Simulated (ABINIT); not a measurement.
**ZnO: effective mass calculation (part 3 of 3)**

Continued. System: ZnO (P6₃mc, 4 atoms in the cell). Method: Kohn-Sham DFT of a periodic cell, PBE, PseudoDojo NC SR PBE v0.5 stringent, no spin polarisation (ABINIT 10.8.3); cutoff 1142.88 eV, 6×6×4 k-mesh, fixed occupations. The structure derives from an entry of the Crystallography Open Database.

Geometry of the input (Å; fractional positions):
```
3.2493  0.0000  0.0000
-1.6247  2.8140  0.0000
0.0000  0.0000  5.2057
Zn 0.6667  0.3333  0.0000
Zn 0.3333  0.6667  0.5000
O  0.3333  0.6667  0.8790
O  0.6667  0.3333  0.3790
```

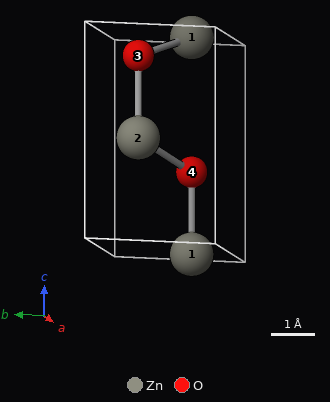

Fig. 1: The structure (ball-and-stick view of the cell of the calculation, seen at an oblique angle; atoms are numbered from 1 in the order of the input).

**The program's output, continued**
```
 Mean square residual over all n,k,spin=   48.220E-22; max=  94.892E-22
 dfpt_looppert : ek2=    4.2426339871E+01
          f-sum rule ratio=    1.2895462370E+00
 Expectation of eigenvalue derivatives (hartree) for nkpt=   1  k points:
  (in case of degenerate eigenvalues, averaged derivative)
 kpt#   1, nband= 32, wtk=  1.00000, kpt=  0.0000  0.0000  0.0000 (reduced coord)
  -0.00000   -0.00000    0.00000   -0.00000   -0.00000   -0.00000    0.00000    0.00000
  -0.00000    0.00000   -0.00000   -0.00000   -0.00000   -0.00000    0.00000    0.00000
   0.00000    0.00000    0.00000    0.00000   -0.00000   -0.00000   -0.00000    0.00000
  -0.00000   -0.00000   -0.00000   -0.00000   -0.00000    0.00000    0.00000   -0.00025

 2DEtotal=   -0.2977075657E+02 Ha. Also 2DEtotal=   -0.810103555932E+03 eV
    (  non-var. 2DEtotal :   -2.9770756572E+01 Ha)

 CALCULATION OF EFFECTIVE MASSES
 NOTE : Additional infos (eff. mass eigenvalues, eigenvectors and, if degenerate, average mass) are available in stdout.

 COMMENTS:
 - At k-point ( 0.000, 0.000, 0.000), bands    25 through    26
   are DEGENERATE (effective mass tensor is therefore not defined).
   See Section IIIB Eqs. (67)-(70) and Appendix E of PRB 93 205147 (2016).
 - Angular average effective mass for Frohlich model is to be averaged over degenerate bands. See later.
 - Associated theta integrals calculated with ntheta=    100 points.

 K-point ( 0.000, 0.000, 0.000) | band =    25
 Transport equivalent effective mass tensor:
             -0.1688634126             -0.0000034585              0.0000127601
             -0.0000034585             -0.1688704649              0.0000120682
              0.0000127601              0.0000120682             -2.8823639936
 Transport equivalent effective mass tensor eigenvalues:
             -2.8823639937             -0.1688718778             -0.1688619995
 Angular average effective mass 1/(<1/m>)=  -0.2460916139
 Angular average effective mass for Frohlich model (<m**0.5>)**2=  -0.3155456973
 Effective masses along directions: (cart. coord. / red. coord. -> eff. mass)
    1:   1.000000  0.000000  0.000000 /   0.894427 -0.447214  0.000000 ->  -0.1688647396
    2:   0.000000  1.000000  0.000000 /   0.000000  1.000000  0.000000 ->  -0.1688717910
    3:   0.000000  0.000000  1.000000 /   0.000000  0.000000  1.000000 ->  -2.8823638361
    4:   0.707107  0.707107  0.000000 /   0.939071  0.343724  0.000000 ->  -0.1688690700
    5:   0.577350  0.577350  0.577350 /   0.519827  0.190270  0.832813 ->  -0.2460927507

 K-point ( 0.000, 0.000, 0.000) | band =    26
 Transport equivalent effective mass tensor:
             -2.6737125843             -0.0001666134              0.0000216278
             -0.0001666134             -2.6731888715              0.0004321319
              0.0000216278              0.0004321319             -2.8823644436
 Transport equivalent effective mass tensor eigenvalues:
             -2.8823653387             -2.6737610008             -2.6731395600
 Angular average effective mass 1/(<1/m>)=  -2.7396400374
 Angular average effective mass for Frohlich model (<m**0.5>)**2=  -2.7406604269
 Effective masses along directions: (cart. coord. / red. coord. -> eff. mass)
    1:   1.000000  0.000000  0.000000 /   0.894427 -0.447214  0.000000 ->  -2.6733798709
    2:   0.000000  1.000000  0.000000 /   0.000000  1.000000  0.000000 ->  -2.6728560494
    3:   0.000000  0.000000  1.000000 /   0.000000  0.000000  1.000000 ->  -2.8823641544
    4:   0.707107  0.707107  0.000000 /   0.939071  0.343724  0.000000 ->  -2.6739495626
    5:   0.577350  0.577350  0.577350 /   0.519827  0.190270  0.832813 ->  -2.7396726367

 Angular average effective mass for Frohlich model, averaged over degenerate bands.
 Value of     (<<m**0.5>>)**2 =     1.229026E+00
 Absolute Value of <<m**0.5>> =     1.108614E+00

 K-point ( 0.000, 0.000, 0.000) | band =    27
 Effective mass tensor:
              0.1518969244             -0.0000000012             -0.0000000070
             -0.0000000012              0.1518969231              0.0000000054
             -0.0000000070              0.0000000054              0.1524029804
 Effective mass tensor eigenvalues:
              0.1518969223              0.1518969251              0.1524029804
 Angular average effective mass 1/(<1/m>)=   0.1520652354
 Angular average effective mass for Frohlich model (<m**0.5>)**2=   0.1520653475
 Effective masses along directions: (cart. coord. / red. coord. -> eff. mass)
    1:   1.000000  0.000000  0.000000 /   0.894427 -0.447214  0.000000 ->   0.1518969244
    2:   0.000000  1.000000  0.000000 /   0.000000  1.000000  0.000000 ->   0.1518969231
    3:   0.000000  0.000000  1.000000 /   0.000000  0.000000  1.000000 ->   0.1524029804
    4:   0.707107  0.707107  0.000000 /   0.939071  0.343724  0.000000 ->   0.1518969225
    5:   0.577350  0.577350  0.577350 /   0.519827  0.190270  0.832813 ->   0.1520652336

 END OF EFFECTIVE MASSES SECTION

================================================================================

 ---- first-order wavefunction calculations are completed ----

 Total localisation tensor (bohr^2) in cartesian coordinates
  WARNING : still subject to testing - especially symmetries.
      direction              matrix element
   alpha     beta       real part   imaginary part
     1        1       6.1409937605    0.0000000000
     1        2      -2.1273043988    0.0000000000
     1        3       0.0000000000    0.0000000000
     2        1      -2.1273043988    0.0000000000
     2        2       3.6845993018   -0.0000000000
     2        3       0.0000000000    0.0000000000
     3        1       0.0000000000    0.0000000000
     3        2       0.0000000000    0.0000000000
     3        3       3.2777220532    0.0000000000

 respfn : d/dk was computed, but no 2DTE, so no DDB output.

== END DATASET(S) ==============================================================
================================================================================

 -outvars: echo values of variables after computation  --------
            acell      1.8897261259E+00  1.8897261259E+00  1.8897261259E+00 Bohr
           etotal1    -4.5129756738E+02
           etotal3    -2.9770756573E+01
            fcart1    -0.0000000000E+00 -0.0000000000E+00 -1.3801434192E-03
                      -0.0000000000E+00 -0.0000000000E+00 -1.3801434192E-03
                      -0.0000000000E+00 -0.0000000000E+00  1.3801434192E-03
                      -0.0000000000E+00 -0.0000000000E+00  1.3801434192E-03
            rprim      3.2493080000E+00  0.0000000000E+00  0.0000000000E+00
                      -1.6246540000E+00  2.8139832727E+00  0.0000000000E+00
                       0.0000000000E+00  0.0000000000E+00  5.2057090000E+00
           strten1    -1.2884122185E-04 -1.2884122139E-04 -1.8441394410E-04
                       0.0000000000E+00  0.0000000000E+00  0.0000000000E+00
           xangst      1.6246540000E+00  9.3799442423E-01  0.0000000000E+00
                      -6.0124275928E-17  1.8759888485E+00  2.6028545000E+00
                      -6.0124275928E-17  1.8759888485E+00  4.5758702681E+00
                       1.6246540000E+00  9.3799442423E-01  1.9730157681E+00
             xred      6.6666666667E-01  3.3333333333E-01  0.0000000000E+00
                       3.3333333333E-01  6.6666666667E-01  5.0000000000E-01
                       3.3333333333E-01  6.6666666667E-01  8.7901000000E-01
                       6.6666666667E-01  3.3333333333E-01  3.7901000000E-01
 Calculation completed.
```

**Results in brief**

| quantity | value |
| --- | --- |
| outcome | converged |
| space group (tolerance 0.01 Å) | P6₃mc (186) |
| electrons treated | 52 |
| free energy | −12280.4324 eV |
| Fermi energy | 4.121 eV |
| pressure | 4.34 GPa |
| largest force (length of the vector) | 0.071 eV/Å |
| wall time | 4.3 min |
| peak memory | 0.29 GiB |
